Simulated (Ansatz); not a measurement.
Single-point calculation, with input and output: ZnSe

System: ZnSe (I-4m2, 2 atoms in the cell).
Method: DFT LDA, scalar-relativistic, plane waves, PAW, no spin polarisation (Ansatz 0.2.0).

The structure derives from an entry of the Crystallography Open Database. It belongs to a series of runs on one base structure; here: ratio of the length along z to the lengths across it x 0.78, volume and fractional coordinates fixed.

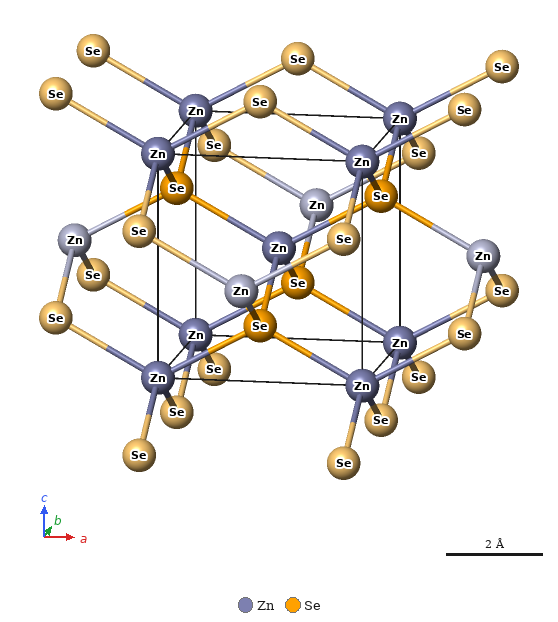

Figure 1. The structure as given in the input (ball-and-stick view of the cell 2 times as large as that of the calculation, set on its symmetry axes, seen slightly off an axis; neighbours outside the cell are drawn fainter).

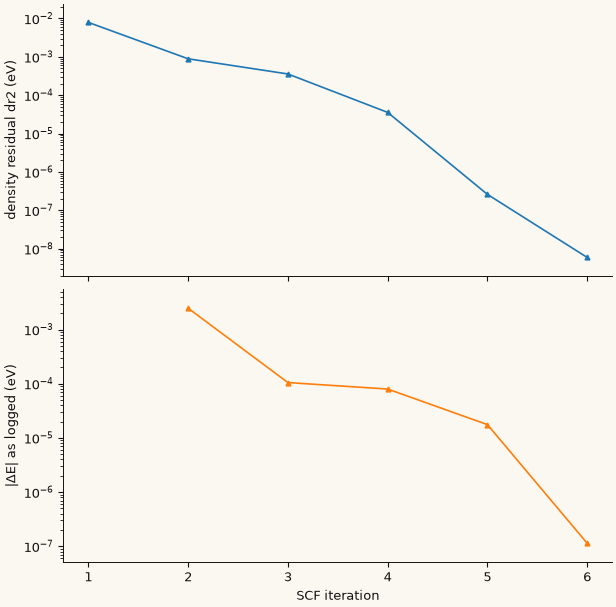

Figure 2. Convergence of the self-consistent field: density residual dr2 and size of the energy change against the SCF iteration. The residual falls at every step.

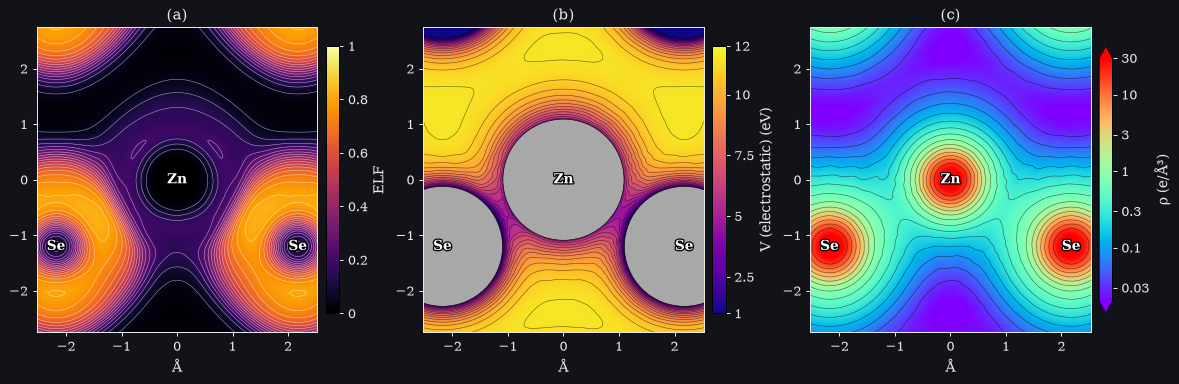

Figure 3. (a) electron localisation function; (b) electrostatic potential energy of an electron; (c) valence charge density (pseudo) on the (100) plane of the conventional cell. Grey discs, where drawn, cover atomic cores. Atoms in the plane: Zn and Se. Zn–Se (2.49 Å): ρ is about 0.44 e/Å³ halfway; the ELF is about 0.60 at the midpoint. Away from the nuclei the density in this plane falls to 0.02 e/Å³ at its lowest. Outside the cores the potential energy rises away from the atoms and is highest about 2.4 Å from the nearest atoms; outside the discs it spans about 10 eV, and its zero is arbitrary. In a PAW calculation such maps are meaningful between the atoms, not at the nuclei.

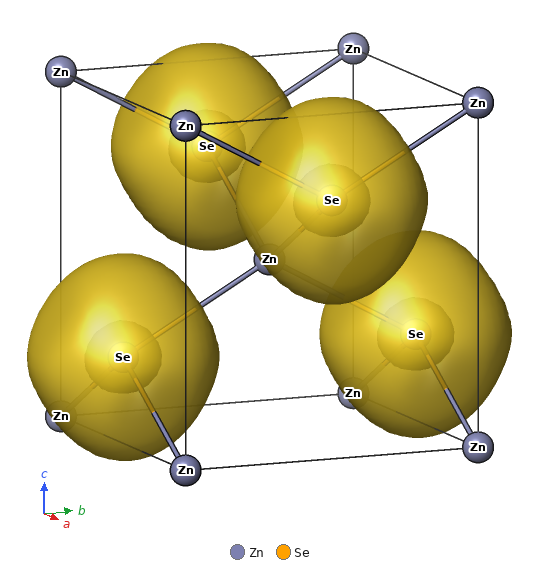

Figure 4. Isosurface of the electron localisation function at 0.6 (yellow), seen slightly off an axis. Core shells and regions of very low density are left out. Sticks mark near contacts. The outline is the cell set on symmetry axes. Profiles from the grid: Zn–Se (2.49 Å): the ELF is about 0.60 at the midpoint.

These pictures come from the run below.

## Input
```yaml
crystal:
  lattice:
    - [0.0, 3.0784893942, 2.4012217275]
    - [3.0784893942, 0.0, 2.4012217275]
    - [3.0784893942, 3.0784893942, 0.0]
  atoms:
    - { symbol: Zn, position: [0.0, 0.0, 0.0] }
    - { symbol: Se, position: [0.75, 0.75, 0.75] }
basis:
  ecutwfc: 420
kpoints:
  mp_grid: { grid: [10, 10, 10] }
hamiltonian:
  xc: lda
scf:
  occupations: { method: gaussian, width: 0.05 }
output:
  forces: true
  stress: true
  eigenvalues: true
  write_density: true
  write_potential: true
  elf: true
  volumetric_format: npy
```

Command:
```bash
ansatz run input.yaml --threads 1 --pin off --max-ram 2560MiB --backend cpu --events-out ev --progress --plain --runs-dir out
```

## What the program printed
```
Engine: ansatz 0.2.0, aarch64-unknown-linux-gnu
Pseudopotentials: kind: paw
Pseudopotential: Zn, paw, valence charge 12, recommended cutoff 420 eV (normal), Zn.paw.azcp
Pseudopotential: Se, paw, valence charge 16, recommended cutoff 420 eV (normal), Se.paw.azcp
Functional definition: SPW92
  exchange = slater_x
  correlation = pw_c
Crystal: 2 atoms, lattice volume = 45.513 Å³
Basis set: ecut = 420 eV, 873 PW (Γ)
Bands: 18, of which v1, the nominal top of the filled ones, is band 14 counted from 1 (13 counted from 0)
Symmetry: 8 space group operations
Space group: I-4m2 (ITA 119), of the structure as read, at distance tolerance 3.6e-5 Å
k-points: 102 of 1000 (time reversal used)
Non-local potential: Zn, projectors of the file, l = 0: 2, l = 1: 2, l = 2: 3, l = 3: 1
Non-local potential: Se, projectors of the file, l = 0: 2, l = 1: 2, l = 2: 3, l = 3: 1
PAW form: soft (Blöchl's): semilocal exchange-correlation on the pseudo side does not see the compensation charge
PAW frozen core: Zn, regenerated for the run's functional, and the local potential with it (the file was generated under x = pbe(κ = 0.804, μ = 0.2195149727645171), c = pbe(β = 0.06672455060314922))
PAW frozen core: Se, regenerated for the run's functional, and the local potential with it (the file was generated under x = pbe(κ = 0.804, μ = 0.2195149727645171), c = pbe(β = 0.06672455060314922))
PAW one-centre angular grid: Zn, 590 points (default); XC on 64 Gauss nodes
PAW one-centre angular grid: Se, 590 points (default); XC on 64 Gauss nodes
Initial density: superposition of atomic densities (neutral atoms: chi_scale 0, normalization atom), corrected by the library's trained network
Initial wavefunctions: pseudopotential atomic-orbital guess
Functional: x = slater, c = lda
SCF iter   1: F=—  HF=-8630.650986 eV  |F-HF|=—  |Δ(HF+E_count)|=         —  Δρ=5.38e-3  dr2=7.90e-3  ethr=1.77e-3  ⟨swp⟩=5.8  Hψ=9305  notcnv=0
preconditioner: auto → none  [insulator: Δε(μ)=0.436 eV  Ē_g=11.718 eV  σ=0.050 eV  W_gap=1.00  n_scr=12 (ndim 8)  ℏωp=23.4 eV  f_vac=0.089  D(μ)=0.00/eV (n_scr^D=0)  ε∞_Penn≈5.0]
SCF iter   2: F=—  HF=-8630.648515 eV  |F-HF|=—  |Δ(HF+E_count)|=   2.47e-3  Δρ=2.04e-3  dr2=8.90e-4  ethr=2.82e-5  ⟨swp⟩=2.0  Hψ=3868  notcnv=0
SCF iter   3: F=—  HF=-8630.648410 eV  |F-HF|=—  |Δ(HF+E_count)|=   1.05e-4  Δρ=1.34e-3  dr2=3.58e-4  ethr=3.18e-6  ⟨swp⟩=2.0  Hψ=2621  notcnv=0
SCF iter   4: F=—  HF=-8630.648330 eV  |F-HF|=—  |Δ(HF+E_count)|=   7.98e-5  Δρ=2.74e-4  dr2=3.57e-5  ethr=1.28e-6  ⟨swp⟩=2.0  Hψ=2650  notcnv=0
SCF iter   5: F=—  HF=-8630.648312 eV  |F-HF|=—  |Δ(HF+E_count)|=   1.76e-5  Δρ=2.06e-5  dr2=2.61e-7  ethr=1.27e-7  ⟨swp⟩=2.0  Hψ=2652  notcnv=0
SCF iter   6: F=-8630.648312 eV  HF=-8630.648312 eV  |F-HF|=8.24e-9  |Δ(HF+E_count)|=   1.14e-7  Δρ=4.81e-6  dr2=5.94e-9  ethr=3.57e-10  ⟨swp⟩=8.9  Hψ=12945  notcnv=0
SCF 1 converged in 6 iterations: F = -8630.648312 eV  dr2 = 5.94e-9
  greatest PAW one-centre occupation: 1.000 electrons in one spin orbital (limit 2), on the Se atom at site 1 (counted from 0), in its partial waves of l = 2
SCF converged after 6 iterations
Free energy (F): -8630.648312 eV
Harris-Foulkes:  -8630.648312 eV  (|F-HF|=8.24e-9)
Internal energy: -8630.648312 eV  (E = F + TS)
E sigma→0 (E₀):  -8630.648312 eV
Fermi energy:    7.025113 eV
--- Per-component energies (eV) ---
  E_band       = -392.879015
  E_kinetic    = 250.206862
  E_local      = -4357.341939  (includes V_loc(G=0)·N_el)
  E_nonlocal   = 28.212958
  E_hartree    = 2011.614014
  E_xc         = -238.466218
  E_vxc        = -151.222159  (∫ρ·V_xc dr)
  E_paw        = -3584.034534  (= ΣΔE_a)
  E_vpaw       = -185.967061  (= ΣTr[D̂ρ^β])
  E_aug_tail   = -0.000899  (compensation charges beyond the density's cutoff)
  E_ewald      = -2744.613060
  E_core_change = 3.774504  (= ΣΔE_core)
  E_smearing   = -0.000000  (= −TS)
  E_closure    = -0.000000  (closes the sum)
  Σ components = -8630.648312   (vs F -8630.648312, Δ=0.00e0)
--- Forces (eV/Å), atoms counted from 1 ---
  atom   1  Zn    -0.00000000     0.00000000    -0.00000000
  atom   2  Se     0.00000000     0.00000000     0.00000000
  max |Σ_I F_I| component: 5.55e-17 eV/Å
--- Stress (GPa, compression-positive) ---
       -6.811555      -0.000000      -0.000000
       -0.000000      -6.811555       0.000000
       -0.000000       0.000000      -0.246479
  P = ⅓ Tr σ = -4.6232 GPa (-46.232 kbar)
--- Band table (eV; the first three rows and the last of 102) ---
  k-point 0: bands = ["-40.5641", "-40.5589", "-40.5330", "-40.5330", "-40.5204", "-6.7667", "-0.1708", "-0.1708", "-0.1007", "0.1243", "0.1608", "6.1881", "6.1881", "6.7860", "7.2643", "12.4568", "12.6244", "12.6244"]
  k-point 1: bands = ["-40.5641", "-40.5589", "-40.5330", "-40.5330", "-40.5204", "-6.6989", "-0.1691", "-0.1652", "-0.0935", "0.1271", "0.1594", "5.3110", "6.0529", "6.5441", "8.1866", "12.0477", "12.6720", "12.9102"]
  k-point 2: bands = ["-40.5641", "-40.5589", "-40.5330", "-40.5329", "-40.5204", "-6.5125", "-0.1594", "-0.1535", "-0.0672", "0.1389", "0.1570", "3.9833", "5.7308", "6.3912", "8.8499", "11.8598", "12.5807", "13.6091"]
  k-point 101: bands = ["-40.5643", "-40.5585", "-40.5325", "-40.5325", "-40.5206", "-5.5148", "-0.1491", "0.0380", "0.0380", "0.2235", "0.4926", "2.7310", "3.5316", "3.5316", "8.2644", "8.9234", "17.3214", "17.3214"]
```

## Key numbers

```json
{"quantity": "outcome", "value": "converged"}
{"quantity": "space group (tolerance 0.01 Å)", "value": "I-4m2 (119)"}
{"quantity": "electrons treated", "value": "28"}
{"quantity": "free energy", "value": "−8630.6483 eV"}
{"quantity": "Fermi energy", "value": "7.025 eV"}
{"quantity": "gap on the k-point mesh", "value": "0.48 eV"}
{"quantity": "pressure", "value": "−4.62 GPa"}
{"quantity": "largest force (length of the vector)", "value": "under 0.001 eV/Å"}
{"quantity": "hardware", "value": "1 thread of Arm Neoverse V2, 112 GiB of memory available, shared host"}
{"quantity": "wall time", "value": "8.7 s"}
{"quantity": "peak memory", "value": "0.37 GiB"}
```
